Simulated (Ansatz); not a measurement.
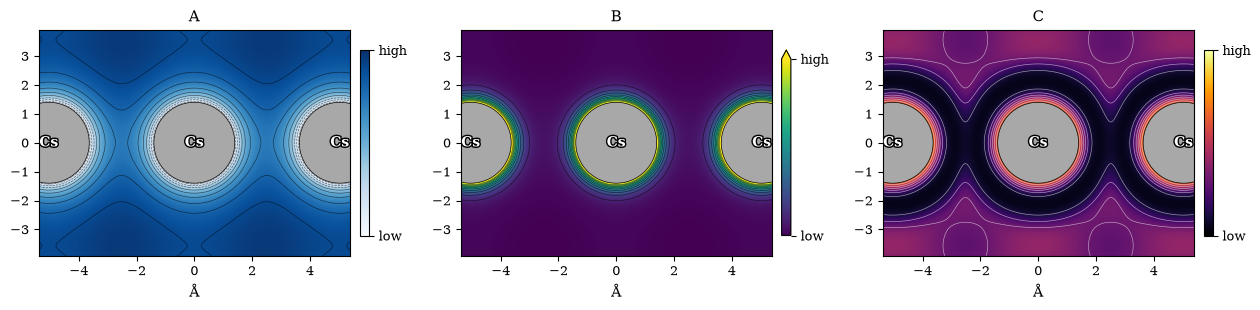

Cs: 3 fields on the (110) plane of the conventional cell, with unlabelled colour scales. Grey discs cover the atomic cores.

Space group Pm-3m; a structure generated by program, which may or may not match a known phase; computed without spin polarisation.

The calculation used DFT PBEsol, scalar-relativistic, plane waves, PAW (Ansatz).

**Which field does each panel show? The fields are: electron localisation function, electrostatic potential energy of an electron and valence pseudo-density.**

Panel A: electrostatic potential energy of an electron (low next to the atoms, rising into the space between them). Panel B: valence pseudo-density. Panel C: electron localisation function. From the grid: Cs–Cs (5.04 Å): ρ at the midpoint is about 0.01 e/Å³; the ELF is about 0.05 at the midpoint: no localised pair shows between them.
